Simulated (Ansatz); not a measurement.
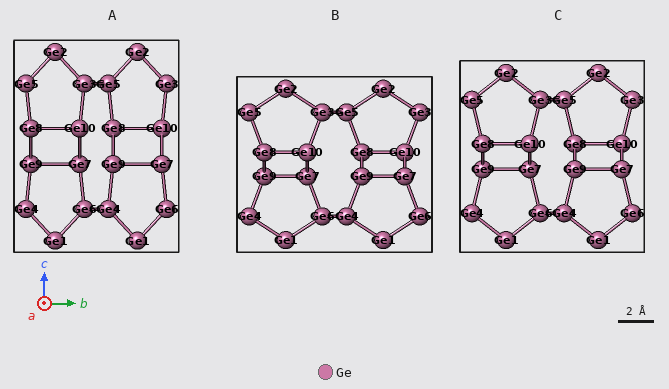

3 geometries from one relaxation of a crystal of Ge (a generated structure, set up in Cmme), in shuffled order. Style: ball-and-stick. Shown: the conventional cell (2 times the calculation's cell), along the a axis. Lengths and directions refer to the drawn axes.

Level of theory: DFT PBE, scalar-relativistic, plane waves, PAW (Ansatz). (plane-wave cutoff 420 eV; k-point mesh 10 × 10 × 4; occupations gaussian; smearing width 0.1 eV; no spin polarisation; cell and atoms relaxed; force threshold 0.01 eV/Å; at most 80 steps)

### Put them in the order of the run, from the start to the converged end.

A, C, B. They are steps 0, 5, 17, at +177 meV per atom, +101 meV per atom relative to the last. After 14 accepted moves (17 points after the start) the energy has fallen by 177 meV per atom. Largest force component: 0.28 eV/Å at the start, 0.0032 eV/Å at the end. Pressure: 0.14 GPa at the start and 0.00 GPa at the end. The line search rejected the trial step at point 8 of the run. The SCF was repeated twice at an unchanged geometry on a basis and grid sized afresh for the cell, which shifted the energy by 6.7 meV per atom at most. The largest moves relative to the cell, 0.46 Å, are those of Ge7, Ge8, Ge9 and Ge10. Ge7 goes along [0 −2 1]. The drawn cell changes as follows: a 4.111 → 4.145 Å (+0.8 %), b 9.614 → 11.388 Å (+18.4 %), c 12.379 → 10.260 Å (−17.1 %); the volume changes by −1.0 %. Near-neighbour distances that change, for instance: Ge7–Ge10 2.925 → 2.501 Å, Ge7–Ge9 2.854 → 2.515 Å, Ge3–Ge10 2.640 → 2.497 Å, Ge1–Ge2 2.465 → 2.509 Å. Among the angles between lasting bonds that change: Ge2–Ge3–Ge10 131.3° → 102.4°, Ge3–Ge2–Ge5 85.5° → 114.0°, Ge10–Ge7–Ge10 89.3° → 111.9°. The space group stays Cmme (No. 67). Cost: 41 min on 1 thread of Arm Neoverse V1 (shared host), peak memory 1.4 GiB.
